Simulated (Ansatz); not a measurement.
```
Ge
1.0
     0.00000    0.00000   -2.79483
     4.98807   -4.98807    0.00000
    -5.30989   -5.30989    0.00000
Ge
8
Direct
  0.50000 0.00000 0.50000
  0.00000 0.50000 0.50000
  0.50000 0.50000 0.00000
  0.00000 0.00000 0.00000
  0.75000 0.25000 0.75000
  0.25000 0.75000 0.75000
  0.75000 0.75000 0.25000
  0.25000 0.25000 0.25000
```

Space group Fddd; a structure from a database of computed crystals, not necessarily the ambient phase; changed on purpose from its base cell (strain +0.0625 x Voigt [0, 0, 0, 0, 0, 1], atoms carried along).

Level of theory: DFT PBEsol, scalar-relativistic, plane waves, PAW (Ansatz 0.2.0).

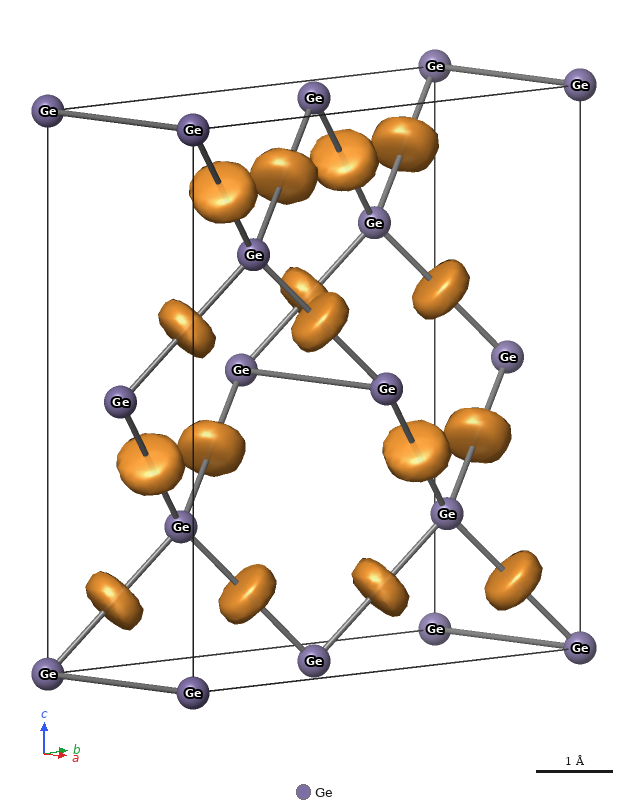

Ge. Isosurface of the electron localisation function at 0.55 (orange), seen at an oblique angle. Only the valence region is drawn (cores and ρ < 0.01 e/Å³ removed). Sticks mark near contacts.

In a PAW calculation such maps are meaningful between the atoms, not at the nuclei.

What do the ELF domains correspond to?

The ELF exceeds this value in 16 regions between bonded Ge–Ge atoms, counted in one cell of 8 atoms. Any copies at cell faces, edges or corners count once. Profiles from the grid: Ge–Ge (2.67 Å): the ELF peaks at about 0.65 between the atoms. Ge–Ge (2.79 Å): the ELF is about 0.50 at the midpoint.

Does the calculation make it a metal, or give it a gap?

It is gapless in this calculation (a metal or semimetal).
